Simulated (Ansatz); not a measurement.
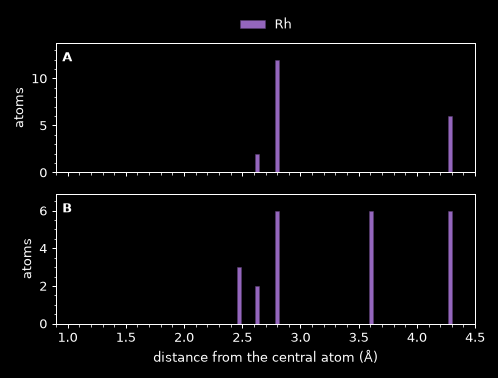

Neighbour shells computed from the structure of Rh: each bar gives the number of atoms of one element at one distance (within 0.03 Å) from a central atom. Structure used: the geometry relaxed with DFT, PBEsol, plane waves (420 eV) with PAW, scalar-relativistic (Ansatz); the starting structure was generated, so it need not be a known form of this composition.

```
a = 4.281 Å, b = 4.281 Å, c = 2.626 Å, α = 90.00°, β = 90.00°, γ = 120.00°
Rh1  0.0000  0.0000  0.0000
Rh2  0.3333  0.6667  0.5000
Rh3  0.6667  0.3333  0.5000
```

### Which atom of the list is the centre of each panel?

panel A: Rh1; panel B: Rh2 (or an equivalent site: Rh3).

### Read off the nearest shells (six at most) of each panel.

Panel A: 2 Rh at 2.63 Å, 12 Rh at 2.80 Å, 6 Rh at 4.28 Å
Panel B: 3 Rh at 2.47 Å, 2 Rh at 2.63 Å, 6 Rh at 2.80 Å, 6 Rh at 3.61 Å, 6 Rh at 4.28 Å
